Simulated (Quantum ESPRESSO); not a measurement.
# SiC (Moissanite 3C): phonon frequency against volume, with a fit

Aim: the Grüneisen parameter and the pressure coefficient of an optical mode of SiC (Moissanite 3C).

Program: Quantum ESPRESSO 7.5. Level of theory: DFT PBE, scalar-relativistic, plane waves, PseudoDojo norm-conserving pseudopotentials. Results are calculated unless marked as measured.

**1. The relaxed structure**

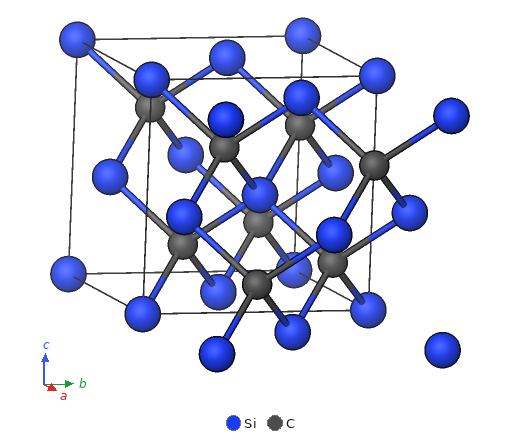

The cell as given, slightly off an axis (silicon blue, carbon dark grey). 2×1×1 cells are drawn. This picture shows the conventional cell, with its axes. Bonds to atoms that aren't drawn are left out. Some periodic images of atoms are drawn too.

This is the cell after its relaxation at this level of theory, not the database cell from which that began.

**2. Runs at several volumes**

The relaxed cell is scaled uniformly; in this structure symmetry fixes all atoms, so nothing has to be relaxed anew. Each volume gets a ground state and a response at Γ. The mode followed is the highest one without the macroscopic field, of symmetry T2; longitudinal polar modes lie higher. Cutoff 90 Ry, k mesh 12×12×12.

From the response at V/V₀ = 0.94:

Log:

```text
[banners, grids, parts of the stress and lines that vanish by symmetry left out]
Program PHONON v.7.5
     Reading xml data from directory:

[...]
Exchange-correlation= PBE
                           (   1   4   3   4   0   0   0)
[...]
kinetic-energy cut-off    =      90.0000  Ry
     charge density cut-off    =     360.0000  Ry
     convergence threshold     =      1.0E-18
[...]
Exchange-correlation= PBE
                           (   1   4   3   4   0   0   0)
[...]
q = (   0.0000000   0.0000000   0.0000000 )
     25 Sym.Ops. (with q -> -q+G )
     G cutoff =  599.4406  (  15353 G-vectors)     FFT grid: ( 36, 36, 36)
     number of k points=    72
[...]
Mode symmetry, T_d (-43m)  point group:
[...]
Dielectric constant
[...]
End of electric fields calculation
          Dielectric constant in cartesian axis
          (       6.809438249      -0.000000000       0.000000000 )
          (      -0.000000000       6.809438249       0.000000000 )
          (       0.000000000       0.000000000       6.809438249 )
          Effective charges (d Force / dE) in cartesian axis without acoustic sum rule applied (asr)
           atom    1  Si    Mean Z*:        2.73317
      Ex  (        2.73317        0.00000        0.00000 )
      Ey  (        0.00000        2.73317       -0.00000 )
      Ez  (        0.00000       -0.00000        2.73317 )
           atom    2  C     Mean Z*:       -2.73464
      Ex  (       -2.73464        0.00000        0.00000 )
      Ey  (        0.00000       -2.73464       -0.00000 )
      Ez  (       -0.00000       -0.00000       -2.73464 )
          Effective charges Sum: Mean:       -0.00148
[...]
Effective charges (d Force / dE) in cartesian axis with asr applied:
           atom    1  Si    Mean Z*:        2.73391
[...]
atom    2  C     Mean Z*:       -2.73391
[...]
Representation #   1 modes #   1   2   3
[...]
End of self-consistent calculation
     Convergence has been achieved
     Representation #   2 modes #   4   5   6
[...]
End of self-consistent calculation
     Convergence has been achieved
[...]
Dielectric constant in cartesian axis
          (       6.809438249      -0.000000000       0.000000000 )
          (      -0.000000000       6.809438249       0.000000000 )
          (       0.000000000       0.000000000       6.809438249 )
          Effective charges (d Force / dE) in cartesian axis without acoustic sum rule applied (asr)
           atom    1  Si    Mean Z*:        2.73317
      Ex  (        2.73317        0.00000        0.00000 )
      Ey  (        0.00000        2.73317       -0.00000 )
      Ez  (        0.00000       -0.00000        2.73317 )
           atom    2  C     Mean Z*:       -2.73464
      Ex  (       -2.73464        0.00000        0.00000 )
      Ey  (        0.00000       -2.73464       -0.00000 )
      Ez  (       -0.00000       -0.00000       -2.73464 )
          Effective charges Sum: Mean:       -0.00148
[...]
Effective charges (d Force / dE) in cartesian axis with asr applied:
           atom    1  Si    Mean Z*:        2.73391
[...]
atom    2  C     Mean Z*:       -2.73391
[...]
q = (    0.000000000   0.000000000   0.000000000 )
[...]
freq (    1) =      -0.027822 [THz] =      -0.928058 [cm-1]
     freq (    2) =      -0.027822 [THz] =      -0.928058 [cm-1]
     freq (    3) =      -0.027822 [THz] =      -0.928058 [cm-1]
     freq (    4) =      24.965085 [THz] =     832.745602 [cm-1]
     freq (    5) =      24.965085 [THz] =     832.745602 [cm-1]
     freq (    6) =      24.965085 [THz] =     832.745602 [cm-1]
[...]
Mode symmetry, T_d (-43m)  point group:
     freq (   1-   3) =         -0.9  [cm-1]   --> T_2  G_15 P_4   I+R
     freq (   4-   6) =        832.7  [cm-1]   --> T_2  G_15 P_4   I+R

   JOB DONE.
```

One volume, V/V₀ = 0.97, is held back as a test.

| V/V₀ | volume (Å³/atom) | pressure (GPa) | ω (cm⁻¹) |
| --- | --- | --- | --- |
| 0.94 | 9.872 | 14.78 | 832.75 |
| 0.97 | 10.187 | 6.85 | held back |
| 1 | 10.502 | 0.00 | 777.02 |
| 1.03 | 10.818 | -5.90 | 751.67 |
| 1.06 | 11.133 | -10.99 | 727.83 |

**3. The fit**

The mode Grüneisen parameter is γ = −d ln ω / d ln V.

| ln(V/V₀) | ln ω |
| --- | --- |
| -0.0619 | 6.7247 |
| 0.0000 | 6.6555 |
| 0.0296 | 6.6223 |
| 0.0583 | 6.5901 |

A straight line through these points has the slope -1.121, so γ = 1.12; at V/V₀ = 0.97 it predicts ω = exp(6.6554 + 0.0341) = 803.96 cm⁻¹.

A parabola of pressure against ln V through V/V₀ = 0.97, 1 and 1.03 gives the bulk modulus B = −dP/d ln V = 212 GPa at V₀. With ω₀ from the fitted line the pressure coefficient follows as dω/dP = γ ω₀ / B = 1.12 × 777.0 / 212 = 4.11 cm⁻¹/GPa.

**4. The run that was held back**

Log:

```text
[banners, grids, parts of the stress and lines that vanish by symmetry left out]
[banner, memory and clock lines left out]
Program PHONON v.7.5

[...]
Exchange-correlation= PBE
                           (   1   4   3   4   0   0   0)
[...]
kinetic-energy cut-off    =      90.0000  Ry
     charge density cut-off    =     360.0000  Ry
     convergence threshold     =      1.0E-18
[...]
Exchange-correlation= PBE
                           (   1   4   3   4   0   0   0)
[...]
q = (   0.0000000   0.0000000   0.0000000 )
     25 Sym.Ops. (with q -> -q+G )
     G cutoff =  612.1277  (  16049 G-vectors)     FFT grid: ( 36, 36, 36)
     number of k points=    72
[...]
Mode symmetry, T_d (-43m)  point group:
[...]
Dielectric constant
[...]
End of electric fields calculation
          Dielectric constant in cartesian axis
          (       6.883730406      -0.000000000      -0.000000000 )
          (      -0.000000000       6.883730406       0.000000000 )
          (      -0.000000000       0.000000000       6.883730406 )
          Effective charges (d Force / dE) in cartesian axis without acoustic sum rule applied (asr)
           atom    1  Si    Mean Z*:        2.71117
      Ex  (        2.71117       -0.00000        0.00000 )
      Ey  (        0.00000        2.71117        0.00000 )
      Ez  (        0.00000       -0.00000        2.71117 )
           atom    2  C     Mean Z*:       -2.71258
      Ex  (       -2.71258        0.00000       -0.00000 )
      Ey  (       -0.00000       -2.71258        0.00000 )
      Ez  (       -0.00000        0.00000       -2.71258 )
[...]
Representation #   1 modes #   1   2   3
[...]
End of self-consistent calculation
     Convergence has been achieved
     Representation #   2 modes #   4   5   6
[...]
End of self-consistent calculation
     Convergence has been achieved
[...]
Dielectric constant in cartesian axis
          (       6.883730406      -0.000000000      -0.000000000 )
          (      -0.000000000       6.883730406       0.000000000 )
          (      -0.000000000       0.000000000       6.883730406 )
          Effective charges (d Force / dE) in cartesian axis without acoustic sum rule applied (asr)
           atom    1  Si    Mean Z*:        2.71117
      Ex  (        2.71117       -0.00000        0.00000 )
      Ey  (        0.00000        2.71117        0.00000 )
      Ez  (        0.00000       -0.00000        2.71117 )
           atom    2  C     Mean Z*:       -2.71258
      Ex  (       -2.71258        0.00000       -0.00000 )
      Ey  (       -0.00000       -2.71258        0.00000 )
      Ez  (       -0.00000        0.00000       -2.71258 )
          Effective charges Sum: Mean:       -0.00141
[...]
Effective charges (d Force / dE) in cartesian axis with asr applied:
           atom    1  Si    Mean Z*:        2.71188
[...]
atom    2  C     Mean Z*:       -2.71188
[...]
q = (    0.000000000   0.000000000   0.000000000 )
[...]
freq (    1) =      -0.078424 [THz] =      -2.615954 [cm-1]
     freq (    2) =      -0.078424 [THz] =      -2.615954 [cm-1]
     freq (    3) =      -0.078424 [THz] =      -2.615954 [cm-1]
     freq (    4) =      24.103079 [THz] =     803.992183 [cm-1]
     freq (    5) =      24.103079 [THz] =     803.992183 [cm-1]
     freq (    6) =      24.103079 [THz] =     803.992183 [cm-1]
[...]
Mode symmetry, T_d (-43m)  point group:
     freq (   1-   3) =         -2.6  [cm-1]   --> T_2  G_15 P_4   I+R
     freq (   4-   6) =        804.0  [cm-1]   --> T_2  G_15 P_4   I+R
```

It gives 803.99 cm⁻¹ against the predicted 803.96 cm⁻¹, a miss of 0.03 cm⁻¹.

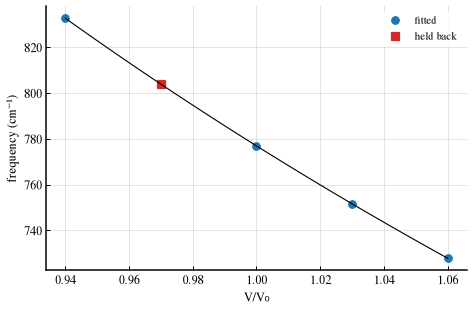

Frequency against volume, with the power-law fit.

**5. What came out**

```json
{"mode Grüneisen parameter": "1.121", "bulk modulus": "212 GPa", "pressure coefficient": "4.11 cm⁻¹/GPa"}
```

The highest optical mode of SiC (Moissanite 3C) without the LO-TO term stiffens by 4.11 cm⁻¹ a GPa near the relaxed volume, with γ = 1.12. The power law meets all 5 runs within 0.01 %. Such a coefficient turns a measured shift of this mode into a hydrostatic stress; uniaxial or biaxial stress splits the mode and needs deformation potentials. These are harmonic values at zero temperature for the structure held cubic, which a run at Γ can't show to be stable; the bulk modulus rests on three points.

[Host names and launcher messages were left out of these logs when they were recorded.]

[Logs are printed without paths, hosts, clocks, repeated set-up lines and the standing remarks that a program may print on its own settings, such as how far it seeks lower states.]

[Hosts, paths, dates, database ids (printed as entryN), source tags and the programs' standing remarks are cut or masked in the printed files.]
